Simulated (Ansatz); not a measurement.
System: CuO.

Input file:

```
crystal:
  lattice:
    - [2.34185, -1.7113, 0.0]
    - [2.34185, 1.7113, 0.0]
    - [-0.8500274268, 0.0, 5.0578693947]
  atoms:
    - { symbol: Cu, position: [0.5, 0.0, 0.5] }
    - { symbol: Cu, position: [0.0, 0.5, 0.0] }
    - { symbol: O, position: [0.4184, 0.5816, 0.75] }
    - { symbol: O, position: [0.5816, 0.4184, 0.25] }
hamiltonian:
  xc: pbesol
  pseudopotentials: { kind: paw }
kpoints:
  mp_grid: { grid: [10, 10, 5] }
scf:
  occupations: { method: fermi_dirac, width: 0.05 }
output:
  forces: true
  stress: true
  eigenvalues: true
  write_density: true
  write_potential: true
  elf: true
  volumetric_format: npy
relax:
  f_tol: 0.01
  max_steps: 40
  cell: { stress_tol: 0.05 }
```

Launched as:

```sh
ansatz run input.yaml --threads 2 --pin off --max-ram 5632MiB --backend cpu --events-out ev --progress --plain --runs-dir out
```

Below, planes, directions and counts refer to the conventional cell (a = 4.09 Å, b = 4.10 Å, c = 5.09 Å, α = 90.02°, β = 90.00°, γ = 90.00°).

The fields are those of the run's last geometry, not of the input's.

Space group Cccm.

The calculation used Kohn-Sham DFT of a periodic cell, PBEsol, Ansatz PAW (Ansatz).

Question: What will maps of the valence pseudo-density and electron localisation function show?

Answer: Cu–O (1.93 Å): the density is about 0.69 e/Å³ at the midpoint; the ELF peaks at about 0.85 in the valence shell of O, 0.6 Å from its nucleus, and is about 0.20 at the midpoint (no shared electron pair shows on this line).

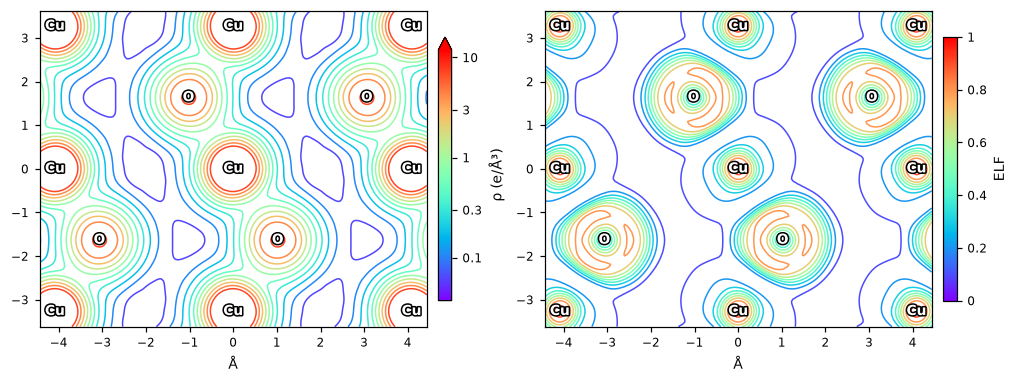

Computed valence pseudo-density and electron localisation function on the (011̄) plane of the conventional cell, in this order. 

The density is the valence pseudo-density of a PAW calculation; it isn't the true density close to the nuclei.
